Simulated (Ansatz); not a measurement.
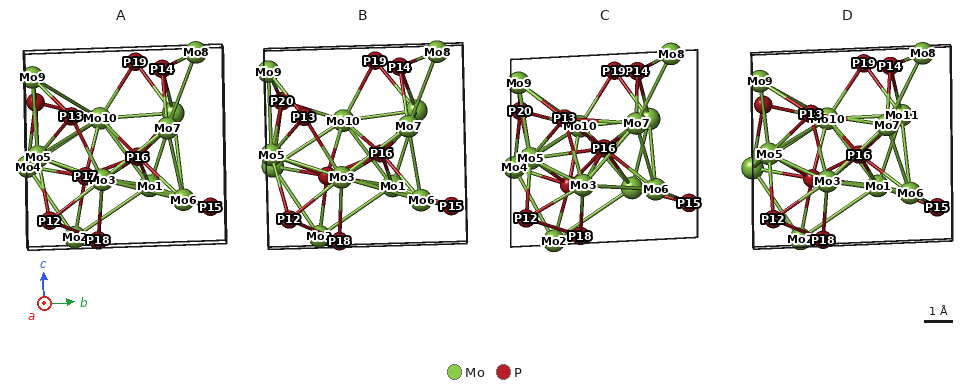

4 geometries from one relaxation of an amorphous cell of composition Mo11P9 (coarse preliminary run), in shuffled order. A ball-and-stick model of the cell of the calculation (origin shifted), seen along the a axis.

Case: the last frame of the dynamics.

The calculation used DFT PBE, scalar-relativistic, plane waves, PAW in Ansatz. Set-up: plane-wave cutoff 420 eV; k-point mesh 2 × 2 × 2; occupations gaussian; smearing width 0.1 eV; mesh shifted by (0.5, 0.5, 0.5); no spin polarisation; cell and atoms relaxed; force threshold 0.04 eV/Å; at most 70 steps.

Order the frames from highest to lowest energy.

C, D, A, B. They are steps 0, 4, 11, 27, at +3.822 eV per cell of the calculation, +0.438 eV per cell of the calculation, +0.153 eV per cell of the calculation relative to the last. Over 22 accepted moves (27 points after the start) the energy falls by 3.822 eV per cell of the calculation. Largest force component: 1.8 eV/Å at the start, 0.032 eV/Å at the end. The pressure goes from 23.47 to 0.09 GPa. The line search rejected the trial steps at points 7, 15, 17, 24 of the run. At 1 point the geometry stayed and the basis and grid were re-selected for the new cell (energy shift of 16.0 meV per cell of the calculation at most each time). The atom that moves furthest relative to the cell is P16 (0.68 Å along [−1 2 −1]). Largest moves by element: P 0.68 Å, Mo 0.58 Å. The drawn cell changes as follows: a 6.098 → 5.971 Å (−2.1 %), b 6.724 → 7.150 Å (+6.3 %), c 6.751 → 7.139 Å (+5.7 %), α 87.1° → 89.7°, β 86.8° → 88.6°, γ 91.5° → 91.8°; the volume changes by +10.4 %. Near-neighbour distances that change, for instance: Mo5–P16 2.673 → 3.983 Å, P13–P16 2.470 → 3.622 Å, Mo7–P13 2.611 → 3.761 Å, Mo6–Mo11 3.065 → 3.921 Å. Bonds break, among them: Mo7–P13 (2.61 → 3.76 Å). Bond angles that change, for instance: Mo5–P17–P16 68.2° → 110.7°, Mo1–P17–Mo5 144.4° → 168.7°, Mo4–P13–Mo9 98.6° → 122.5°. The run took 4.6 min on 2 threads of Intel(R) Xeon(R) Processor @ 2.70GHz (shared host), peak memory 0.72 GiB.

Limits of the set-up: the k-point mesh is coarse for a cell with partly filled bands; the periodic images lie only 6.1 Å apart, so the values are limited by the cell's size.
